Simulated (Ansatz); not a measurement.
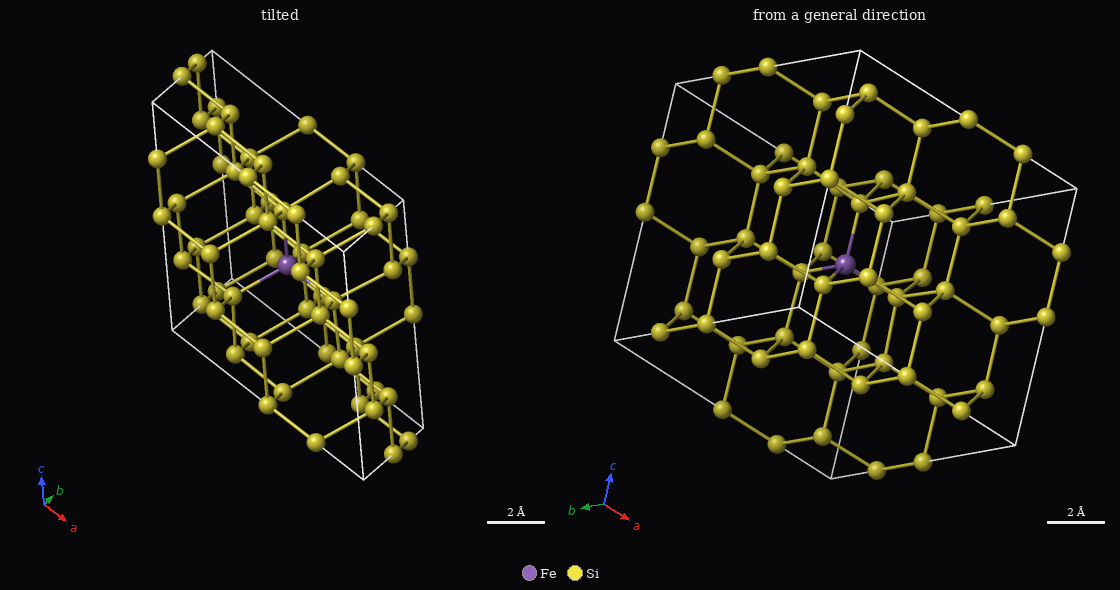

Crystal structure, ball-and-stick style, seen slightly off an axis and from a general direction. Lines trace the edges of the supercell. The host is Si, in a cell of 32 sites, and the cell carries a charge of +1.

Q: What imperfection does the supercell contain?

A: Iron on a silicon site (a substitutional impurity). It is bonded to four Si in a tetrahedral arrangement at about 2.2 Å.

The calculation used DFT PBEsol, scalar-relativistic, plane waves, PAW in Ansatz, with a 420 eV plane-wave basis, 3×3×3 k-mesh, Gaussian smearing of 0.02 eV, collinear spins.

Q: Does the defective cell carry a moment?

A: No net moment.

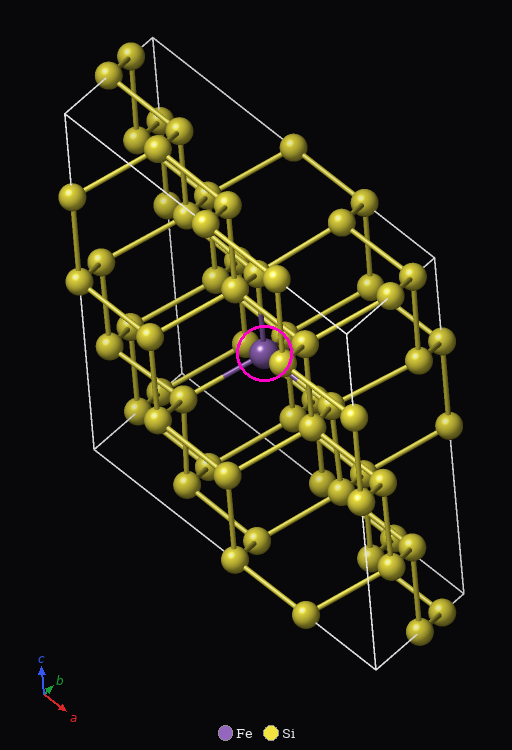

The same cell with a ring at the defect's site.

The atoms were relaxed in the host's cell with DFT PBEsol, scalar-relativistic, plane waves, PAW (Ansatz 0.2.0).
